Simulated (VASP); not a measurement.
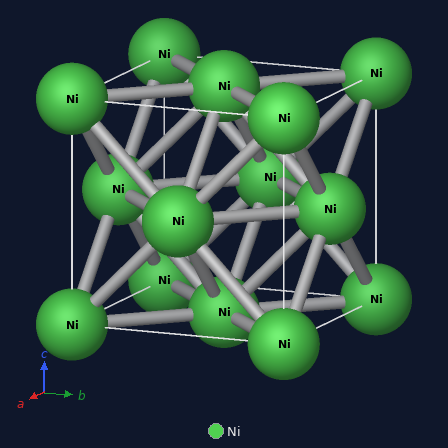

System: Ni, space group Fm-3m (No. 225). The picture shows the conventional cell.

Structure:
```yaml
crystal:
  lattice:
    - [0.00000, 1.73757, 1.73757]
    - [1.73757, 0.00000, 1.73757]
    - [1.73757, 1.73757, 0.00000]
  atoms:
    - { symbol: Ni, position: [0.00000, 0.00000, 0.00000] }
```

Calculation (VASP 6.6.1): plane-wave DFT, collinear spins; energies at scaled volumes of the given cell, shape and fractions fixed, counted from the fit's minimum, third-order Birch-Murnaghan fit. Level: PBEsol, collinear spin.

- k mesh: 13×13×13
- occupations: Fermi–Dirac
- smearing width: 0.05 eV
- potentials: VASP PAW PBE potentials, recommended
- wave cutoff: 520 eV

What does the calculation give for the energy and pressure against volume? The volume takes the values 9.86, 10.07, 10.28, 10.49, 10.70, 10.91, 11.12 Å³/atom.

A third-order Birch–Murnaghan fit gives V0 = 10.38 Å³/atom, B0 = 228 GPa and B′ = 4.9. The energy is 20.31 meV/atom at volume 9.86 Å³/atom and 32.92 meV/atom at 11.12 Å³/atom; the lowest computed point is at volume 10.28 Å³/atom (0.67 meV/atom), in a single well. The pressure falls from 13.22 GPa at volume 9.86 Å³/atom to −13.29 GPa at 11.12 Å³/atom, and changes sign near 10.38 Å³/atom.

```csv
volume (Å³/atom),energy (meV/atom),pressure (GPa)
9.86,20.31,13.22
10.07,6.89,7.39
10.28,0.67,2.22
10.49,0.84,-2.41
10.70,6.68,-6.49
10.91,17.57,-10.11
11.12,32.92,-13.29
```

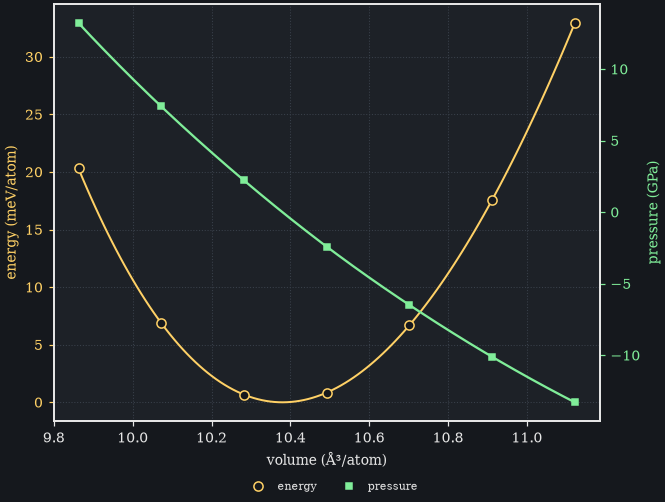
